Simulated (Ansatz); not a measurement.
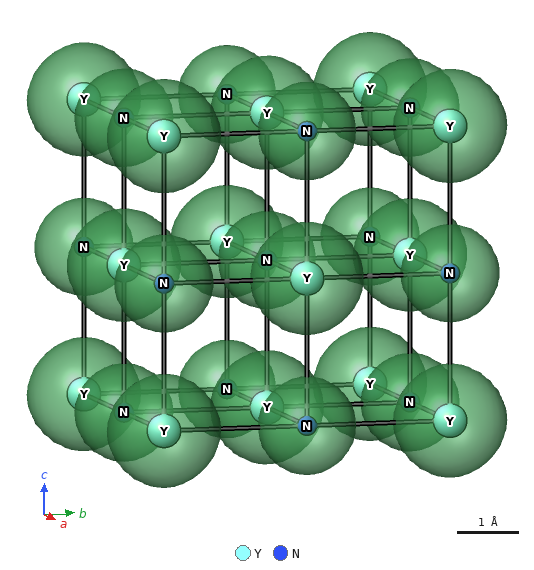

The picture shows: YN. Isosurface of the valence pseudo-density at 0.8 e/Å³ (green), seen slightly off an axis. Sticks mark near contacts.

Space group Fm-3m; computed pressure about 2 GPa in this cell.

These are results of Ansatz 0.2.0, Kohn-Sham DFT of a periodic cell, r2SCAN, Ansatz PAW, not measurements.

The density is the valence pseudo-density of a PAW calculation; it isn't the true density close to the nuclei.

```cif
data_structure
_symmetry_space_group_name_H-M 'P 1'
_symmetry_Int_Tables_number 1
_cell_length_a 4.8770
_cell_length_b 4.8770
_cell_length_c 4.8770
_cell_angle_alpha 90.000
_cell_angle_beta 90.000
_cell_angle_gamma 90.000
_cell_volume 116.00
loop_
_atom_site_label
_atom_site_type_symbol
_atom_site_fract_x
_atom_site_fract_y
_atom_site_fract_z
_atom_site_occupancy
Y1 Y 0.00000 0.00000 0.00000 1
Y2 Y 0.50000 0.50000 0.00000 1
Y3 Y 0.50000 0.00000 0.50000 1
Y4 Y 0.00000 0.50000 0.50000 1
N1 N 0.50000 0.00000 0.00000 1
N2 N 0.00000 0.50000 0.00000 1
N3 N 0.00000 0.00000 0.50000 1
N4 N 0.50000 0.50000 0.50000 1
```

How is the density connected at this value?

At this value the density breaks into separate islands; it holds about 65 % of the electrons treated as valence. It bridges none of the near contacts. It is pinched off along the shortest Y–N (2.44 Å) contacts. On the grid the lowest density along these lines, outside the cores, is 0.34 e/Å³ (Y–N, 2.44 Å).
